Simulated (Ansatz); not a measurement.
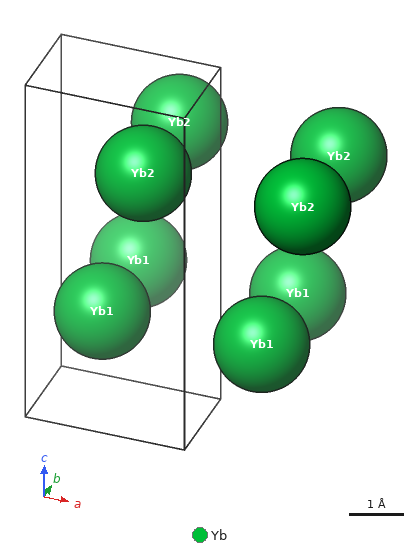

This is crystalline Yb (set up in P6_3/mmc). The picture is a spheres-only view of the cell of the calculation, repeated 2 × 2 × 1 with one cell outlined, seen slightly off an axis.

These are results of DFT, PBE, all-electron PAW with datasets made for the crystal, scalar-relativistic (Ansatz), not measurements. Settings: plane-wave cutoff 280 eV; k-point mesh 11 × 11 × 6; occupations fermi dirac; smearing width 0.03 eV; no spin polarisation.

The variant: All lengths are scaled by +2.0 % (volume +6.0 %), the atoms keeping their fractional coordinates. No relaxation follows.

Input file:
```yaml
crystal:
  lattice:
    - [3.9559949225, 0.0, 0.0]
    - [-1.9779974613, 3.4259921002, 0.0]
    - [0.0, 0.0, 6.5111455227]
  atoms:
    - { symbol: Yb, position: [0.3333333333, 0.6666666667, 0.25] }
    - { symbol: Yb, position: [0.6666666667, 0.3333333333, 0.75] }
kpoints:
  mp_grid: { grid: [11, 11, 6] }
scf:
  occupations: { method: fermi_dirac, width: 0.03 }
hamiltonian:
  xc: pbe
  pseudopotentials: { kind: all_electron, datasets: crystal }
output:
  forces: true
  stress: true
  eigenvalues: true
  efg: { contact_densities: true }
```

### What is the effect?

Among the bonded contacts that change: Yb–Yb 3.900 → 3.977 Å, Yb–Yb 3.880 → 3.956 Å. The space group stays P6_3/mmc (No. 194). Energy change: +37.3 meV per atom. The pressure goes from −2.1 to −2.6 GPa. All forces vanish by symmetry.

Drawn alike, the variant:

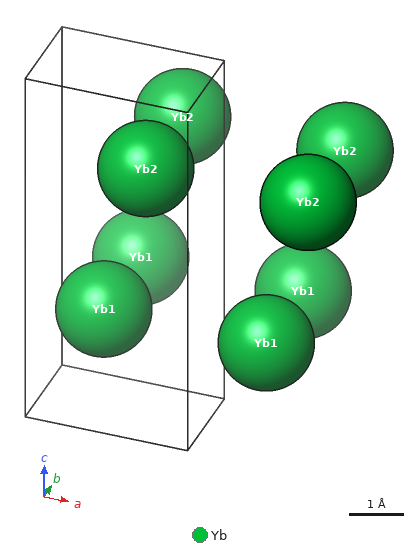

Limits of the set-up: 4f states are treated without a Hubbard U.
